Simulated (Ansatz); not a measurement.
## Geometry relaxation, with input and output: C (part 1 of 4)

System: C (slab, 25 atoms in the cell).
Method: DFT PBE+D3(BJ), scalar-relativistic, plane waves, PAW, spin-polarised (Ansatz 0.2.0).

The structure derives from an entry of the Crystallography Open Database. The input holds or restrains some coordinates. Forces given for the steps count only the free coordinates. It belongs to a series of runs on one base structure; here: C put at a hollow C-C site.

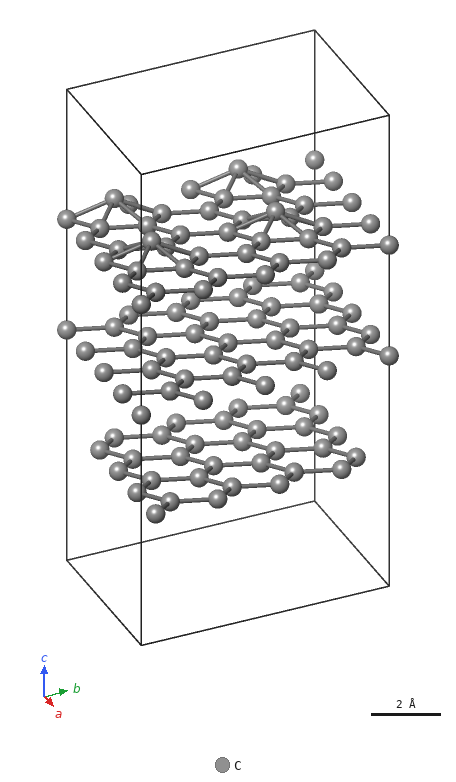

Fig. 1: The starting structure (ball-and-stick view of the 2 × 2 repeat of the cell, with the vacuum cut short, seen slightly off an axis). An atom can appear more than once, as a periodic image.

Input file:
```yaml
crystal:
  lattice:
    - [4.9300990165, 0.0, 0.0]
    - [-2.4650495082, 4.2695909914, 0.0]
    - [0.0, 0.0, 25.69871234]
  atoms:
    - { symbol: C, position: [0.8333333333, 0.6666666667, 0.3307558716] }
    - { symbol: C, position: [0.8333333333, 0.1666666667, 0.3307558716] }
    - { symbol: C, position: [0.3333333333, 0.6666666667, 0.3307558716] }
    - { symbol: C, position: [0.3333333333, 0.1666666667, 0.3307558716] }
    - { symbol: C, position: [0.6666666667, 0.3333333333, 0.330818521] }
    - { symbol: C, position: [0.6666666667, 0.8333333333, 0.330818521] }
    - { symbol: C, position: [0.1666666667, 0.3333333333, 0.330818521] }
    - { symbol: C, position: [0.1666666667, 0.8333333333, 0.330818521] }
    - { symbol: C, position: [0.1666666667, 0.8333333333, 0.4610562199] }
    - { symbol: C, position: [0.1666666667, 0.3333333333, 0.4610562199] }
    - { symbol: C, position: [0.6666666667, 0.8333333333, 0.4610562199] }
    - { symbol: C, position: [0.6666666667, 0.3333333333, 0.4610562199] }
    - { symbol: C, position: [0.0, 0.5, 0.4611188691] }
    - { symbol: C, position: [0.0, 0.0, 0.4611188691] }
    - { symbol: C, position: [0.5, 0.5, 0.4611188691] }
    - { symbol: C, position: [0.5, 0.0, 0.4611188691] }
    - { symbol: C, position: [0.5, 0.0, 0.5913565681] }
    - { symbol: C, position: [0.5, 0.5, 0.5913565681] }
    - { symbol: C, position: [0.0, 0.0, 0.5913565681] }
    - { symbol: C, position: [0.0, 0.5, 0.5913565681] }
    - { symbol: C, position: [0.3333333333, 0.6666666667, 0.5914192174] }
    - { symbol: C, position: [0.3333333333, 0.1666666667, 0.5914192174] }
    - { symbol: C, position: [0.8333333333, 0.6666666667, 0.5914192174] }
    - { symbol: C, position: [0.8333333333, 0.1666666667, 0.5914192174] }
    - { symbol: C, position: [0.1666666667, 0.3333333333, 0.6124319434], spin: 2.0 }
basis:
  ecutwfc: 420
kpoints:
  mp_grid: { grid: [6, 6, 1] }
hamiltonian:
  xc: pbe
  dispersion: d3bj
scf:
  occupations: { method: gaussian, width: 0.05 }
output:
  forces: true
  eigenvalues: true
  populations: true
  write_density: true
  write_potential: true
  elf: true
  volumetric_format: npy
magnetization:
  spin_polarized: true
relax:
  adjacent_minimum: "off"
  f_tol: 0.03
  max_steps: 70
  constraints: [{ sites: [0, 1, 2, 3, 4, 5, 6, 7] }]
efield:
  axis: 3
  dipole_correction: true
  ramp_width: 0.04
```

Launch command:
```bash
ansatz run input.yaml --threads 4 --pin off --max-ram 10240MiB --backend cpu --events-out ev --progress --plain --runs-dir out
```

Output:
```
Engine: ansatz 0.2.0, aarch64-unknown-linux-gnu
Pseudopotentials: kind: paw
Pseudopotential: C, paw, valence charge 4, recommended cutoff 420 eV (normal), C.paw.azcp
Functional definition: PBE
  parameter kappa = 0.804
  parameter beta = 0.06672455060314922
  exchange = pbe_x(kappa = kappa, mu = beta*pi^2/3)
  correlation = pbe_c(beta = beta)
Crystal: 25 atoms, lattice volume = 540.945 Å³
Basis set: ecut = 420 eV, 10543 PW (Γ), exchange–correlation on 72×72×360 points (8 copies of the dense FFT grid, shifted against one another)
Bands: 76, of which v1, the nominal top of the filled ones, is band 50 counted from 1 (49 counted from 0)
Symmetry: 6 space group operations
k-points: 7 of 36 (time reversal used)
Non-local potential: C, projectors of the file, l = 0: 2, l = 1: 2, l = 2: 1
PAW form: soft (Blöchl's): semilocal exchange-correlation on the pseudo side does not see the compensation charge
PAW one-centre angular grid: C, 110 points (default); XC on 64 Gauss nodes
Initial density: superposition of atomic densities (neutral atoms: chi_scale 0, normalization atom)
Starting moments: Σ|m| = 2 μB on 1 of 25 sites
Initial wavefunctions: pseudopotential atomic-orbital guess
Functional: x = pbe(κ = 0.804, μ = 0.2195149727645171), c = pbe(β = 0.06672455060314922)
SCF iter   1: F=—  HF=-6271.754375 eV  |F-HF|=—  |Δ(HF+E_count)|=         —  Δρ=4.07e-2 (↑4.07e-2 ↓4.02e-2)  dr2=3.48e1  dr2_m=4.62e-1  M=1.023 μB ∫|m|=1.070 μB  β_m=0.30  ethr=3.10e-3  p=0.000 e·Å  D=1.11e-7 V/Å  ΔV_dip=-0.00 eV  dr2_dipole=1.67e0  V_vac-E_F(+/−)=7.11/7.11 eV  ⟨swp⟩=9.5  Hψ=6233  notcnv=0  defer=106
efield: sawtooth ramp at fractional position 0.9516 (placed from the atoms, in the widest stretch of the axis that holds none; the zero of the levels goes with the place), width 0.0400; the density the first Hamiltonian is built on has a dipole p = 0.000 e·Å; the dipole correction subtracts the counter field D = 1.11e-7 V/Å, which shifts the + side's vacuum level by -0.00 eV against the − side's; the planar-averaged density in the ramp window peaks in size at 2.7e-7 e/Å³
preconditioner: auto → Resta (q_TF=auto, 2.059 Å⁻¹)  ε∞=2.0  [insulator: Δε(μ)=0.211 eV  Ē_g=15.978 eV  σ=0.050 eV  W_gap=0.53  n_scr=82 (ndim 8)  ℏωp=15.8 eV  f_vac=0.579  D(μ)=8.58/eV (n_scr^D=54)  ε∞_Penn≈2.0  vacuum switching on, ρ_ref=1.9e-2 e/Å³]
spin=Collinear: Resta preconditioning applied to the charge; magnetization (m = ρ↑ − ρ↓) channel mixes plain (no charge-response kernel on spin).
SCF iter   2: F=—  HF=-6266.334990 eV  |F-HF|=—  |Δ(HF+E_count)|=    5.42e0  Δρ=3.21e-2 (↑2.74e-2 ↓3.21e-2)  dr2=4.57e1  dr2_m=5.17e-1  M=0.389 μB ∫|m|=0.503 μB  β_m=0.30  ethr=3.10e-3  p=0.506 e·Å  D=1.69e-1 V/Å  ΔV_dip=-4.35 eV  dr2_dipole=1.42e1  V_vac-E_F(+/−)=4.76/9.12 eV  ⟨swp⟩=2.9  Hψ=2027  notcnv=0  defer=270  κ⁻¹=1.0e0(r=1)
SCF iter   3: F=—  HF=-6264.119945 eV  |F-HF|=—  |Δ(HF+E_count)|=    2.22e0  Δρ=2.37e-2 (↑2.37e-2 ↓2.35e-2)  dr2=1.90e1  dr2_m=1.76e-1  M=0.848 μB ∫|m|=0.877 μB  β_m=0.30  ethr=3.10e-3  p=-0.047 e·Å  D=-1.56e-2 V/Å  ΔV_dip=0.40 eV  dr2_dipole=3.77e0  V_vac-E_F(+/−)=5.63/5.23 eV  ⟨swp⟩=2.4  Hψ=1464  notcnv=0  defer=269  κ⁻¹=1.8e-2(r=2)
SCF iter   4: F=—  HF=-6260.507448 eV  |F-HF|=—  |Δ(HF+E_count)|=    3.61e0  Δρ=8.39e-3 (↑7.47e-3 ↓8.39e-3)  dr2=5.73e-1  dr2_m=1.76e-1  M=0.416 μB ∫|m|=0.492 μB  β_m=0.30  ethr=3.10e-3  p=0.155 e·Å  D=5.19e-2 V/Å  ΔV_dip=-1.33 eV  dr2_dipole=1.35e-1  V_vac-E_F(+/−)=3.83/5.16 eV  ⟨swp⟩=2.9  Hψ=2061  notcnv=0  defer=273  κ⁻¹=4.1e-3(r=3)
SCF iter   5: F=—  HF=-6260.513339 eV  |F-HF|=—  |Δ(HF+E_count)|=   5.89e-3  Δρ=5.50e-3 (↑5.42e-3 ↓5.50e-3)  dr2=2.09e-1  dr2_m=1.08e-1  M=0.365 μB ∫|m|=0.436 μB  β_m=0.30  ethr=5.73e-4  p=0.102 e·Å  D=3.43e-2 V/Å  ΔV_dip=-0.88 eV  dr2_dipole=7.24e-2  V_vac-E_F(+/−)=3.75/4.64 eV  ⟨swp⟩=2.9  Hψ=1833  notcnv=0  defer=269  κ⁻¹=1.6e-4(r=4)
SCF iter   6: F=—  HF=-6260.562365 eV  |F-HF|=—  |Δ(HF+E_count)|=   4.90e-2  Δρ=4.22e-3 (↑4.22e-3 ↓3.79e-3)  dr2=8.07e-2  dr2_m=7.24e-2  M=0.277 μB ∫|m|=0.345 μB  β_m=0.30  ethr=2.09e-4  p=0.032 e·Å  D=1.08e-2 V/Å  ΔV_dip=-0.28 eV  dr2_dipole=2.65e-2  V_vac-E_F(+/−)=3.90/4.18 eV  ⟨swp⟩=2.3  Hψ=1111  notcnv=0  defer=269  κ⁻¹=2.3e-5(r=5)
SCF iter   7: F=—  HF=-6260.589150 eV  |F-HF|=—  |Δ(HF+E_count)|=   2.68e-2  Δρ=3.14e-3 (↑3.14e-3 ↓3.05e-3)  dr2=5.24e-3  dr2_m=4.66e-2  M=0.220 μB ∫|m|=0.296 μB  β_m=0.30  ethr=8.07e-5  p=0.043 e·Å  D=1.43e-2 V/Å  ΔV_dip=-0.37 eV  dr2_dipole=1.38e-3  V_vac-E_F(+/−)=3.92/4.29 eV  ⟨swp⟩=1.6  Hψ=1250  notcnv=0  defer=267  κ⁻¹=2.1e-5(r=6)
SCF iter   8: F=—  HF=-6260.608856 eV  |F-HF|=—  |Δ(HF+E_count)|=   1.97e-2  Δρ=2.54e-3 (↑2.41e-3 ↓2.54e-3)  dr2=5.39e-3  dr2_m=2.99e-2  M=0.186 μB ∫|m|=0.261 μB  β_m=0.30  ethr=5.24e-6  p=0.047 e·Å  D=1.56e-2 V/Å  ΔV_dip=-0.40 eV  dr2_dipole=1.58e-3  V_vac-E_F(+/−)=3.90/4.30 eV  ⟨swp⟩=2.0  Hψ=1515  notcnv=0  defer=267  κ⁻¹=1.4e-6(r=7)
SCF iter   9: F=—  HF=-6260.620698 eV  |F-HF|=—  |Δ(HF+E_count)|=   1.18e-2  Δρ=1.95e-3 (↑1.95e-3 ↓1.91e-3)  dr2=1.59e-3  dr2_m=1.84e-2  M=0.176 μB ∫|m|=0.239 μB  β_m=0.54  ethr=5.24e-6  p=0.042 e·Å  D=1.40e-2 V/Å  ΔV_dip=-0.36 eV  dr2_dipole=4.52e-4  V_vac-E_F(+/−)=3.91/4.27 eV  ⟨swp⟩=2.0  Hψ=1511  notcnv=0  defer=267
Mixer restart at iter 9: flushing history
spin-set hold released at iteration 9 (site moments contracting): the magnetisation degrees of freedom join the quasi-Newton model from the next iteration; the mixer history was flushed
SCF iter  10: F=—  HF=-6260.632433 eV  |F-HF|=—  |Δ(HF+E_count)|=   1.17e-2  Δρ=1.20e-3 (↑1.12e-3 ↓1.20e-3)  dr2=3.42e-3  dr2_m=6.58e-3  M=0.169 μB ∫|m|=0.215 μB  β_m=0.68  ethr=1.59e-6  p=0.050 e·Å  D=1.67e-2 V/Å  ΔV_dip=-0.43 eV  dr2_dipole=1.34e-3  V_vac-E_F(+/−)=3.86/4.29 eV  ⟨swp⟩=2.9  Hψ=1545  notcnv=0  defer=267  κ⁻¹=1.0e0(r=1)
density mixer auto → broyden: no gap read (density of states about μ 0.40 of a free-electron gas's, 82 screened modes)
SCF iter  11: F=—  HF=-6260.636876 eV  |F-HF|=—  |Δ(HF+E_count)|=   4.44e-3  Δρ=8.78e-4 (↑8.78e-4 ↓6.67e-4)  dr2=9.55e-3  dr2_m=2.80e-3  M=0.146 μB ∫|m|=0.183 μB  β_m=1.20  ethr=1.59e-6  p=0.039 e·Å  D=1.30e-2 V/Å  ΔV_dip=-0.33 eV  dr2_dipole=3.79e-3  V_vac-E_F(+/−)=3.92/4.25 eV  ⟨swp⟩=2.2  Hψ=1647  notcnv=0  defer=268  κ⁻¹=9.2e-2(r=2)
SCF iter  12: F=—  HF=-6260.638533 eV  |F-HF|=—  |Δ(HF+E_count)|=   1.66e-3  Δρ=6.57e-5 (↑6.57e-5 ↓6.46e-5)  dr2=5.06e-5  dr2_m=1.17e-5  M=0.157 μB ∫|m|=0.173 μB  β_m=1.20  ethr=1.59e-6  p=0.047 e·Å  D=1.58e-2 V/Å  ΔV_dip=-0.41 eV  dr2_dipole=9.25e-6  V_vac-E_F(+/−)=3.86/4.27 eV  ⟨swp⟩=2.9  Hψ=1826  notcnv=0  defer=269  κ⁻¹=6.8e-3(r=3)
SCF iter  13: F=—  HF=-6260.638721 eV  |F-HF|=—  |Δ(HF+E_count)|=   1.88e-4  Δρ=2.93e-5 (↑2.91e-5 ↓2.93e-5)  dr2=1.46e-5  dr2_m=2.03e-7  M=0.158 μB ∫|m|=0.174 μB  β_m=1.20  ethr=2.25e-8  p=0.047 e·Å  D=1.57e-2 V/Å  ΔV_dip=-0.40 eV  dr2_dipole=1.72e-6  V_vac-E_F(+/−)=3.87/4.27 eV  ⟨swp⟩=39.7  Hψ=15550  notcnv=0  κ⁻¹=2.5e-4(r=4)
SCF iter  14: F=—  HF=-6260.638835 eV  |F-HF|=—  |Δ(HF+E_count)|=   1.13e-4  Δρ=1.78e-5 (↑1.72e-5 ↓1.78e-5)  dr2=4.91e-6  dr2_m=4.60e-8  M=0.158 μB ∫|m|=0.174 μB  β_m=1.20  ethr=1.46e-8  p=0.047 e·Å  D=1.56e-2 V/Å  ΔV_dip=-0.40 eV  dr2_dipole=3.82e-7  V_vac-E_F(+/−)=3.87/4.27 eV  ⟨swp⟩=15.5  Hψ=9001  notcnv=0  κ⁻¹=3.0e-5(r=5)
SCF iter  15: F=—  HF=-6260.638896 eV  |F-HF|=—  |Δ(HF+E_count)|=   6.17e-5  Δρ=7.27e-6 (↑5.60e-6 ↓7.27e-6)  dr2=1.14e-6  dr2_m=2.62e-8  M=0.158 μB ∫|m|=0.174 μB  β_m=1.20  ethr=4.91e-9  p=0.047 e·Å  D=1.56e-2 V/Å  ΔV_dip=-0.40 eV  dr2_dipole=2.15e-7  V_vac-E_F(+/−)=3.87/4.27 eV  ⟨swp⟩=15.6  Hψ=9063  notcnv=0  κ⁻¹=6.0e-6(r=6)
SCF iter  16: F=-6260.638902 eV  HF=-6260.638902 eV  |F-HF|=4.52e-7  |Δ(HF+E_count)|=   5.77e-6  Δρ=2.87e-6 (↑2.87e-6 ↓2.13e-6)  dr2=4.25e-7  dr2_m=6.05e-9  M=0.158 μB ∫|m|=0.173 μB  ethr=1.14e-9  p=0.047 e·Å  D=1.56e-2 V/Å  ΔV_dip=-0.40 eV  dr2_dipole=1.34e-7  V_vac-E_F(+/−)=3.87/4.27 eV  ⟨swp⟩=12.4  Hψ=8035  notcnv=0
SCF 1 converged in 16 iterations: F = -6260.638902 eV  dr2 = 4.25e-7
  greatest PAW one-centre occupation: 0.673 electrons in one spin orbital (limit 2), on the C atom at site 6 (counted from 0), in its partial waves of l = 0
relax step   1: F+E_penalty+E_count = -6260.63890154 eV  Δ(F+E_penalty+E_count) = +0.000e0 eV  max|allowed force component| = 1.481e1 eV/Å  Δτ_max = 0.0000 Å  (16 SCF iters, dr2 threshold 2.25e-5 eV, accepted)
Initial density: handed on by an earlier stage of this run
Starting moments: Σ|m| = 2 μB on 1 of 25 sites; this step starts from the density that it was given
Initial wavefunctions: those handed on with the density
iter 1 solved again at ethr=1.02e-3 eV; its pass at ethr=3.10e-3 eV (dr2=1.02e0 eV) is discarded
```
